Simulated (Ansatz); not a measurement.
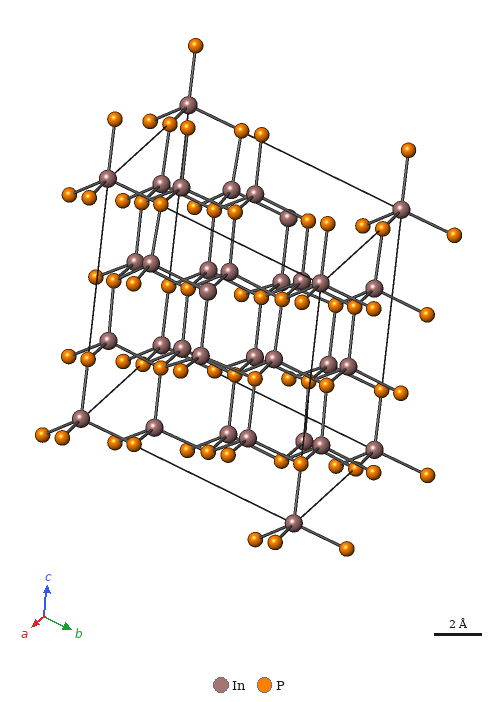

Figure 1. The input geometry (ball-and-stick view of the cell of the calculation, seen slightly off an axis; bonded neighbours outside the cell are drawn too). Near neighbours in the crystal (not all of them lie inside the picture): In has 1 In at 2.77 Å and 3 P at 2.57 Å; In has 4 P at 2.56 to 2.58 Å; In has 4 In at 2.77 Å; P has 4 In at 2.56 to 2.58 Å.

## Geometry relaxation of In17P15 (charge −1) (part 1 of 3)

In17P15 (defect cell, 32 atoms in the cell, total charge −1), computed with DFT PBE, scalar-relativistic, plane waves, PAW, spin-polarised (Ansatz 0.2.0).

The structure derives from a Materials Project entry. It belongs to a series of runs on one base structure; here: In on a P site (d), charge -1, atoms relaxed at the host's cell.

## Input file
```yaml
crystal:
  lattice:
    - [-5.9597880248, 5.9597880248, -5.9597880248]
    - [5.9597880248, -5.9597880248, -5.9597880248]
    - [-5.9597880248, -5.9597880248, 5.9597880248]
  atoms:
    - { symbol: In, position: [0.0, 0.2320312305, 0.75], spin: 0.2 }
    - { symbol: In, position: [0.7486614754, 0.2486614754, 0.9965797151] }
    - { symbol: In, position: [0.5020817603, 0.2534202849, 0.2520817603] }
    - { symbol: In, position: [0.2513385246, -0.0020817603, 0.75] }
    - { symbol: In, position: [0.2465797151, 0.2486614754, 0.4986614754] }
    - { symbol: In, position: [1.0, 0.9979182397, 1.0013385246] }
    - { symbol: In, position: [0.7534202849, 0.0020817603, 0.2520817603] }
    - { symbol: In, position: [0.4979182397, 0.7513385246, 0.75] }
    - { symbol: In, position: [0.5020817603, 0.0020817603, 0.5034202849] }
    - { symbol: In, position: [0.2679687695, 0.7679687695, 1.0179687695], spin: 0.2 }
    - { symbol: In, position: [0.0, 0.7513385246, 0.2479182397] }
    - { symbol: In, position: [0.7320312305, 0.5, 0.75], spin: 0.2 }
    - { symbol: In, position: [0.7486614754, 0.7465797151, 0.4986614754] }
    - { symbol: In, position: [0.4979182397, 0.5, 1.0013385246] }
    - { symbol: In, position: [0.2513385246, 0.5, 0.2479182397] }
    - { symbol: In, position: [0.0, 0.5, 0.4820312305], spin: 0.2 }
    - { symbol: In, position: [0.0, 0.5, 0.75], spin: 0.2 }
    - { symbol: P, position: [0.7470697135, 0.5, 0.0033050982] }
    - { symbol: P, position: [0.5, 0.5, 0.25] }
    - { symbol: P, position: [0.2533050982, 0.2470697135, 0.75] }
    - { symbol: P, position: [0.2533050982, 0.5, 0.4970697135] }
    - { symbol: P, position: [0.0, 0.2470697135, 0.0033050982] }
    - { symbol: P, position: [0.7466949018, 0.2466949018, 0.2437646153] }
    - { symbol: P, position: [0.5, 0.0, 0.75] }
    - { symbol: P, position: [0.4937646153, 0.2466949018, 0.4966949018] }
    - { symbol: P, position: [0.2529302865, 0.0062353847, 0.0029302865] }
    - { symbol: P, position: [0.0, 0.0, 0.25] }
    - { symbol: P, position: [0.7470697135, 0.7533050982, 0.75] }
    - { symbol: P, position: [0.7466949018, -0.0062353847, 0.4966949018] }
    - { symbol: P, position: [0.5062353847, 0.7529302865, 0.0029302865] }
    - { symbol: P, position: [0.2529302865, 0.7529302865, 0.2562353847] }
    - { symbol: P, position: [0.0, 0.7533050982, 0.4970697135] }
  host:
    lattice:
      - [0.0, 2.9798940124, 2.9798940124]
      - [2.9798940124, 0.0, 2.9798940124]
      - [2.9798940124, 2.9798940124, 0.0]
    atoms:
      - { symbol: In, position: [0.0, 0.0, 0.0] }
      - { symbol: P, position: [0.25, 0.25, 0.25] }
total_charge: -1
basis:
  ecutwfc: 420
  xc_grid: 2
kpoints:
  mp_grid: { grid: [2, 2, 2], shift: [0.5, 0.5, 0.5] }
hamiltonian:
  xc: pbe
scf:
  occupations: { method: gaussian, width: 0.02 }
output:
  forces: true
  stress: false
  eigenvalues: true
  populations: true
  charged_corrections:
    defect_position: [0.0, 0.5, 0.75]
    epsilon: [[15.0794, 0.0, 0.0], [0.0, 15.0794, 0.0], [0.0, 0.0, 15.0794]]
  write_density: true
  write_potential: true
  elf: true
  volumetric_format: npy
magnetization:
  spin_polarized: true
relax:
  adjacent_minimum: "off"
  f_tol: 0.025
  max_steps: 45
```

Run on 4 threads of Arm Neoverse V2, 128 GiB of memory available, shared host.

Run as:
```bash
ansatz run input.yaml --threads 4 --pin off --max-ram 6144MiB --backend cpu --events-out ev --progress --plain --runs-dir out
```

## The program's output
```
Engine: ansatz 0.2.0, aarch64-unknown-linux-gnu
Pseudopotentials: kind: paw
Pseudopotential: In, paw, valence charge 13, recommended cutoff 420 eV (normal), In.paw.azcp
Pseudopotential: P, paw, valence charge 5, recommended cutoff 420 eV (normal), P.paw.azcp
Functional definition: PBE
  parameter kappa = 0.804
  parameter beta = 0.06672455060314922
  exchange = pbe_x(kappa = kappa, mu = beta*pi^2/3)
  correlation = pbe_c(beta = beta)
Crystal: 32 atoms, lattice volume = 846.745 Å³
Basis set: ecut = 420 eV, 16487 PW (Γ), exchange–correlation on 144×144×144 points (8 copies of the dense FFT grid, shifted against one another)
Bands: 181, of which v1, the nominal top of the filled ones, is band 149 counted from 1 (148 counted from 0)
Symmetry: 24 space group operations
Space group: I-43m (ITA 217), of the structure as read, at distance tolerance 9.5e-5 Å
Magnetic group: BNS 217.78 (UNI 1580), of the structure as read, at distance tolerance 9.5e-5 Å
k-points: 2 of 8 (time reversal used)
Non-local potential: In, projectors of the file, l = 0: 2, l = 1: 2, l = 2: 2, l = 3: 2
Non-local potential: P, projectors of the file, l = 0: 2, l = 1: 2, l = 2: 2
PAW form: soft (Blöchl's): semilocal exchange-correlation on the pseudo side does not see the compensation charge
PAW one-centre angular grid: In, 590 points (default); XC on 64 Gauss nodes
PAW one-centre angular grid: P, 110 points (default); XC on 64 Gauss nodes
Initial density: superposition of atomic densities (chi_scale 0.1, normalization cell)
Starting moments: Σ|m| = 1 μB on 5 of 32 sites
Initial wavefunctions: pseudopotential atomic-orbital guess
Functional: x = pbe(κ = 0.804, μ = 0.2195149727645171), c = pbe(β = 0.06672455060314922)
SCF iter   1: F=—  HF=-106503.320050 eV  |F-HF|=—  |Δ(HF+E_count)|=         —  Δρ=2.06e-2 (↑2.06e-2 ↓1.91e-2)  dr2=2.36e1  dr2_m=1.07e-1  M=0.477 μB ∫|m|=0.478 μB  β_m=0.30  ethr=3.10e-3  ⟨swp⟩=7.5  Hψ=2936  notcnv=0
preconditioner: auto → Resta (q_TF=auto, 2.291 Å⁻¹)  ε∞=4.0  [insulator: Δε(μ)=0.035 eV  Ē_g=12.640 eV  σ=0.020 eV  W_gap=0.63  n_scr=176 (ndim 8)  ℏωp=22.0 eV  f_vac=0.000  D(μ)=22.24/eV (n_scr^D=140)  ε∞_Penn≈4.0]
spin=Collinear: Resta preconditioning applied to the charge; magnetization (m = ρ↑ − ρ↓) channel mixes plain (no charge-response kernel on spin).
SCF iter   2: F=—  HF=-106498.539422 eV  |F-HF|=—  |Δ(HF+E_count)|=    4.78e0  Δρ=1.36e-2 (↑1.36e-2 ↓1.29e-2)  dr2=8.99e0  dr2_m=5.40e-2  M=0.494 μB ∫|m|=0.496 μB  β_m=0.30  ethr=3.10e-3  ⟨swp⟩=2.0  Hψ=1014  notcnv=0  defer=108
SCF iter   3: F=—  HF=-106496.470163 eV  |F-HF|=—  |Δ(HF+E_count)|=    2.07e0  Δρ=6.08e-3 (↑5.48e-3 ↓6.08e-3)  dr2=7.19e-1  dr2_m=2.73e-2  M=0.497 μB ∫|m|=0.501 μB  β_m=0.30  ethr=3.03e-3  ⟨swp⟩=4.0  Hψ=1252  notcnv=0  defer=108
SCF iter   4: F=—  HF=-106496.447857 eV  |F-HF|=—  |Δ(HF+E_count)|=   2.23e-2  Δρ=1.92e-3 (↑1.92e-3 ↓1.51e-3)  dr2=4.26e-2  dr2_m=1.38e-2  M=0.499 μB ∫|m|=0.504 μB  β_m=0.30  ethr=2.42e-4  ⟨swp⟩=2.5  Hψ=1452  notcnv=0  defer=108
SCF iter   5: F=—  HF=-106496.455230 eV  |F-HF|=—  |Δ(HF+E_count)|=   7.37e-3  Δρ=1.31e-3 (↑1.31e-3 ↓1.14e-3)  dr2=1.91e-2  dr2_m=6.95e-3  M=0.500 μB ∫|m|=0.507 μB  β_m=0.30  ethr=1.44e-5  ⟨swp⟩=2.2  Hψ=964  notcnv=0  defer=108
SCF iter   6: F=—  HF=-106496.471836 eV  |F-HF|=—  |Δ(HF+E_count)|=   1.66e-2  Δρ=7.24e-4 (↑7.16e-4 ↓7.24e-4)  dr2=2.48e-3  dr2_m=3.52e-3  M=0.501 μB ∫|m|=0.510 μB  β_m=0.30  ethr=6.44e-6  ⟨swp⟩=3.5  Hψ=1362  notcnv=0  defer=108
Mixer restart at iter 6: flushing history
spin-set hold released at iteration 6 (site moments contracting): the magnetisation degrees of freedom join the quasi-Newton model from the next iteration; the mixer history was flushed
SCF iter   7: F=—  HF=-106496.472681 eV  |F-HF|=—  |Δ(HF+E_count)|=   8.45e-4  Δρ=5.17e-4 (↑5.17e-4 ↓5.17e-4)  dr2=1.46e-3  dr2_m=1.78e-3  M=0.501 μB ∫|m|=0.512 μB  β_m=0.65  ethr=8.34e-7  ⟨swp⟩=1.2  Hψ=617  notcnv=0  defer=108
SCF iter   8: F=—  HF=-106496.474868 eV  |F-HF|=—  |Δ(HF+E_count)|=   2.19e-3  Δρ=4.52e-5 (↑4.52e-5 ↓4.48e-5)  dr2=9.52e-5  dr2_m=2.50e-6  M=0.507 μB ∫|m|=0.525 μB  β_m=0.82  ethr=4.93e-7  ⟨swp⟩=2.0  Hψ=936  notcnv=0  defer=108
SCF iter   9: F=—  HF=-106496.475056 eV  |F-HF|=—  |Δ(HF+E_count)|=   1.89e-4  Δρ=1.69e-5 (↑1.66e-5 ↓1.69e-5)  dr2=1.48e-5  dr2_m=4.45e-7  M=0.510 μB ∫|m|=0.530 μB  β_m=0.91  ethr=5.26e-9  ⟨swp⟩=20.8  Hψ=7006  notcnv=0
SCF iter  10: F=-106496.475082 eV  HF=-106496.475083 eV  |F-HF|=9.55e-7  |Δ(HF+E_count)|=   2.67e-5  Δρ=3.99e-6 (↑3.99e-6 ↓3.72e-6)  dr2=1.43e-6  dr2_m=3.82e-9  M=0.512 μB ∫|m|=0.532 μB  ethr=4.98e-9  ⟨swp⟩=14.0  Hψ=5883  notcnv=0
SCF 1 converged in 10 iterations: F = -106496.475082 eV  dr2 = 1.43e-6
  greatest PAW one-centre occupation: 0.981 electrons in one spin orbital (limit 2), on the In atom at site 4 (counted from 0), in its partial waves of l = 2
relax step   1: F+E_penalty+E_count = -106496.47508214 eV  Δ(F+E_penalty+E_count) = +0.000e0 eV  max|allowed force component| = 2.824e-1 eV/Å  Δτ_max = 0.0000 Å  (10 SCF iters, dr2 threshold 1.56e-5 eV, accepted)
Initial density: handed on by an earlier stage of this run
Starting moments: Σ|m| = 1 μB on 5 of 32 sites; this step starts from the density that it was given
Initial wavefunctions: those handed on with the density
iter 1 solved again at ethr=1.92e-5 eV; its pass at ethr=3.10e-3 eV (dr2=5.69e-2 eV) is discarded
SCF iter   1: F=—  HF=-106496.445567 eV  |F-HF|=—  |Δ(HF+E_count)|=         —  Δρ=1.89e-3 (↑1.37e-3 ↓1.89e-3)  dr2=5.60e-2  dr2_m=4.89e-3  M=0.500 μB ∫|m|=0.528 μB  β_m=0.30  ethr=1.92e-5  ⟨swp⟩=3.0  Hψ=2922  notcnv=0  defer=108
preconditioner: auto → Resta (q_TF=auto, 2.291 Å⁻¹)  ε∞=3.7  [insulator: Δε(μ)=0.066 eV  Ē_g=13.264 eV  σ=0.020 eV  W_gap=0.67  n_scr=176 (ndim 8)  ℏωp=22.0 eV  f_vac=0.016  D(μ)=19.30/eV (n_scr^D=134)  ε∞_Penn≈3.7]
spin=Collinear: Resta preconditioning applied to the charge; magnetization (m = ρ↑ − ρ↓) channel mixes plain (no charge-response kernel on spin).
SCF iter   2: F=—  HF=-106496.439681 eV  |F-HF|=—  |Δ(HF+E_count)|=   5.89e-3  Δρ=1.37e-3 (↑1.01e-3 ↓1.37e-3)  dr2=2.70e-2  dr2_m=2.56e-3  M=0.500 μB ∫|m|=0.524 μB  β_m=0.65  ethr=1.89e-5  ⟨swp⟩=2.0  Hψ=628  notcnv=0  defer=108
SCF iter   3: F=—  HF=-106496.435165 eV  |F-HF|=—  |Δ(HF+E_count)|=   4.52e-3  Δρ=1.39e-4 (↑1.35e-4 ↓1.39e-4)  dr2=9.43e-4  dr2_m=1.37e-5  M=0.500 μB ∫|m|=0.519 μB  β_m=0.68  ethr=9.11e-6  ⟨swp⟩=2.0  Hψ=1066  notcnv=0  defer=108
SCF iter   4: F=—  HF=-106496.434909 eV  |F-HF|=—  |Δ(HF+E_count)|=   2.56e-4  Δρ=4.66e-5 (↑4.33e-5 ↓4.66e-5)  dr2=8.85e-5  dr2_m=1.78e-6  M=0.500 μB ∫|m|=0.518 μB  β_m=0.84  ethr=3.17e-7  ⟨swp⟩=2.8  Hψ=1140  notcnv=0  defer=108
SCF iter   5: F=—  HF=-106496.434967 eV  |F-HF|=—  |Δ(HF+E_count)|=   5.84e-5  Δρ=1.17e-5 (↑1.16e-5 ↓1.17e-5)  dr2=9.49e-6  dr2_m=8.66e-9  M=0.500 μB ∫|m|=0.518 μB  β_m=0.87  ethr=2.98e-8  ⟨swp⟩=2.0  Hψ=955  notcnv=0  defer=108
iter 6 did not close the SCF: its close was put off until two iterations running show no level that it waits for move by more than its bar (scf_convergence_deferred on its scf_iter line)
SCF iter   6: F=-106496.434973 eV  HF=-106496.434973 eV  |F-HF|=1.28e-7  |Δ(HF+E_count)|=   5.51e-6  Δρ=4.12e-6 (↑4.12e-6 ↓4.11e-6)  dr2=9.49e-7  dr2_m=2.41e-9  M=0.500 μB ∫|m|=0.518 μB  β_m=0.87  ethr=1.68e-9  ⟨swp⟩=19.5  Hψ=6477  notcnv=0
SCF iter   7: F=-106496.434973 eV  HF=-106496.434973 eV  |F-HF|=8.30e-8  |Δ(HF+E_count)|=   4.98e-7  Δρ=1.33e-6 (↑1.33e-6 ↓1.28e-6)  dr2=9.24e-8  dr2_m=3.53e-10  M=0.500 μB ∫|m|=0.518 μB  ethr=3.20e-10  ⟨swp⟩=8.0  Hψ=4780  notcnv=0
SCF 2 converged in 7 iterations: F = -106496.434973 eV  dr2 = 9.24e-8
  greatest PAW one-centre occupation: 0.981 electrons in one spin orbital (limit 2), on the In atom at site 3 (counted from 0), in its partial waves of l = 2
relax step   2: F+E_penalty+E_count = -106496.43497316 eV  Δ(F+E_penalty+E_count) = +4.011e-2 eV  max|allowed force component| = 4.127e-1 eV/Å  Δτ_max = 0.1273 Å  (7 SCF iters, dr2 threshold 4.98e-6 eV, rejected (line search))
SCF iter   1: F=—  HF=-106496.538657 eV  |F-HF|=—  |Δ(HF+E_count)|=         —  Δρ=1.04e-3 (↑7.52e-4 ↓1.04e-3)  dr2=1.59e-2  dr2_m=1.40e-3  M=0.500 μB ∫|m|=0.518 μB  β_m=0.30  ethr=5.43e-5  ⟨swp⟩=5.0  Hψ=1829  notcnv=0  defer=108
preconditioner: auto → Resta (q_TF=auto, 2.291 Å⁻¹)  ε∞=3.7  [insulator: Δε(μ)=0.060 eV  Ē_g=13.273 eV  σ=0.020 eV  W_gap=0.67  n_scr=176 (ndim 8)  ℏωp=22.0 eV  f_vac=0.016  D(μ)=19.32/eV (n_scr^D=134)  ε∞_Penn≈3.7]
spin=Collinear: Resta preconditioning applied to the charge; magnetization (m = ρ↑ − ρ↓) channel mixes plain (no charge-response kernel on spin).
SCF iter   2: F=—  HF=-106496.536720 eV  |F-HF|=—  |Δ(HF+E_count)|=   1.94e-3  Δρ=7.50e-4 (↑5.56e-4 ↓7.50e-4)  dr2=8.41e-3  dr2_m=7.27e-4  M=0.500 μB ∫|m|=0.518 μB  β_m=0.65  ethr=5.36e-6  ⟨swp⟩=1.8  Hψ=907  notcnv=0  defer=108
SCF iter   3: F=—  HF=-106496.535278 eV  |F-HF|=—  |Δ(HF+E_count)|=   1.44e-3  Δρ=5.41e-5 (↑5.41e-5 ↓5.37e-5)  dr2=1.17e-4  dr2_m=1.04e-6  M=0.500 μB ∫|m|=0.520 μB  β_m=0.69  ethr=2.83e-6  ⟨swp⟩=2.0  Hψ=959  notcnv=0  defer=108
SCF iter   4: F=—  HF=-106496.535306 eV  |F-HF|=—  |Δ(HF+E_count)|=   2.81e-5  Δρ=2.18e-5 (↑2.02e-5 ↓2.18e-5)  dr2=2.09e-5  dr2_m=1.79e-7  M=0.500 μB ∫|m|=0.520 μB  β_m=0.85  ethr=3.94e-8  ⟨swp⟩=2.2  Hψ=975  notcnv=0  defer=108
SCF iter   5: F=—  HF=-106496.535062 eV  |F-HF|=—  |Δ(HF+E_count)|=   2.44e-4  Δρ=5.82e-6 (↑5.82e-6 ↓5.60e-6)  dr2=1.84e-6  dr2_m=4.19e-9  M=0.500 μB ∫|m|=0.520 μB  β_m=0.91  ethr=7.03e-9  ⟨swp⟩=2.0  Hψ=884  notcnv=0  defer=108
SCF iter   6: F=—  HF=-106496.535064 eV  |F-HF|=—  |Δ(HF+E_count)|=   1.73e-6  Δρ=1.68e-6 (↑1.68e-6 ↓1.61e-6)  dr2=1.59e-7  dr2_m=3.47e-10  M=0.500 μB ∫|m|=0.520 μB  β_m=0.94  ethr=6.19e-10  ⟨swp⟩=2.8  Hψ=980  notcnv=0  defer=108
SCF iter   7: F=-106496.535064 eV  HF=-106496.535064 eV  |F-HF|=3.17e-9  |Δ(HF+E_count)|=   1.38e-7  Δρ=5.48e-7 (↑5.48e-7 ↓5.43e-7)  dr2=1.71e-8  dr2_m=1.12e-11  M=0.500 μB ∫|m|=0.520 μB  ethr=3.37e-11  ⟨swp⟩=19.2  Hψ=5525  notcnv=0
SCF 3 converged in 7 iterations: F = -106496.535064 eV  dr2 = 1.71e-8
relax step   3: F+E_penalty+E_count = -106496.53506397 eV  Δ(F+E_penalty+E_count) = -5.998e-2 eV  max|allowed force component| = 1.916e-2 eV/Å  Δτ_max = 0.0593 Å  (7 SCF iters, accepted)
```

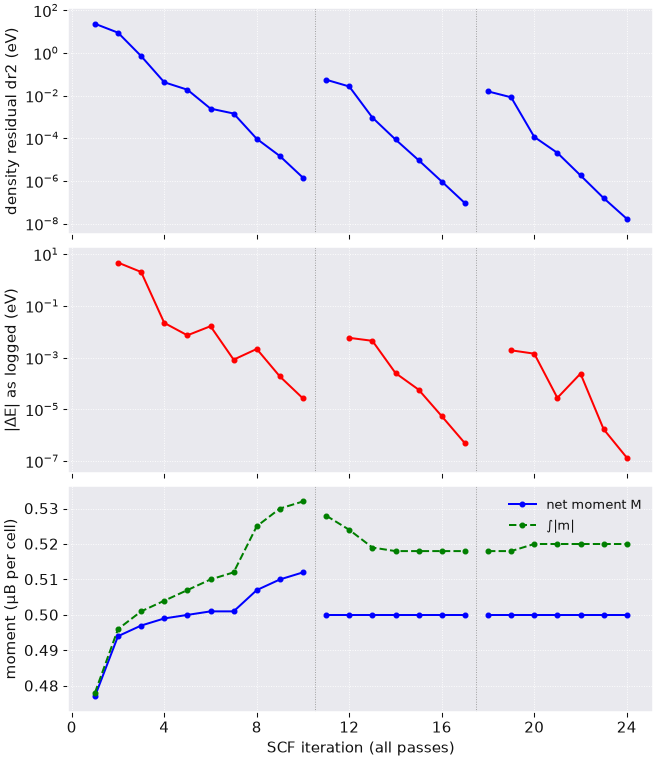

Figure 2. Convergence of the self-consistent field: density residual dr2, size of the energy change and magnetic moment against the SCF iteration. The dotted lines part the SCF passes of the relaxation: geometry steps, rejected trials and re-solves on a re-selected basis. The passes take 10, 7 and 7 iterations. The net moment stays at 0.5 μB per cell.

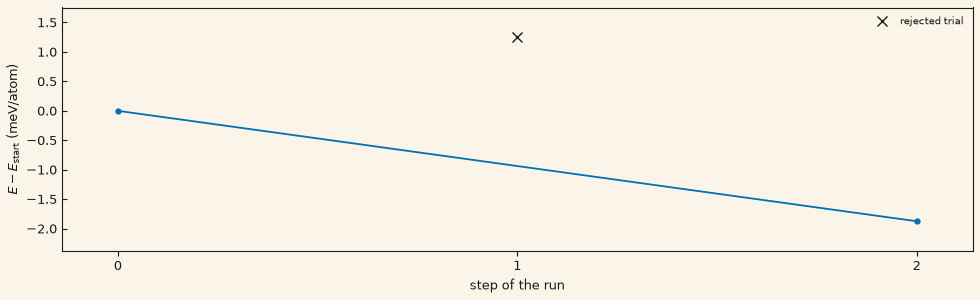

Figure 3. Progress of the relaxation, step by step (the first geometry is step 0 here and step 1 in the log).

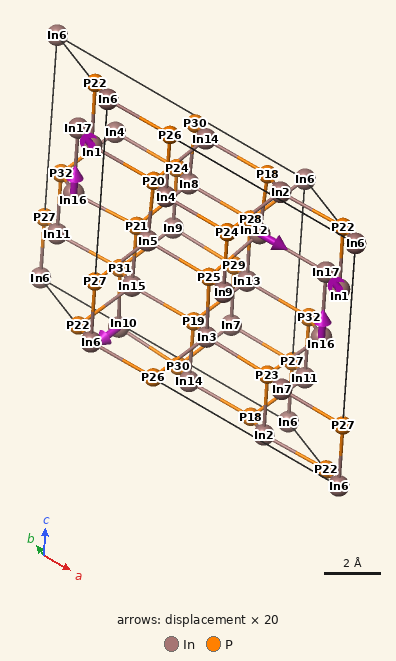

Figure 4. The starting structure with the displacements as pink arrows, magnified 20 times (ball-and-stick view of the cell of the calculation, seen slightly off an axis). The energy falls by 1.9 meV per atom in 2 geometry steps. The largest force component goes from 0.28 to 0.019 eV/Å. The line search rejected the trial step at point 1 (counted from 0) and went back. The largest moves, 0.059 Å, are those of In1, In10, In12 and In16. Largest moves by element: In 0.059 Å, P 0.010 Å. The cell stays as it was. Distances before and after: In10–In17 2.766 → 2.707 Å, In10–P26 2.567 → 2.582 Å, In11–P32 2.565 → 2.558 Å. (Atoms are counted from 1 in the order of the input.)
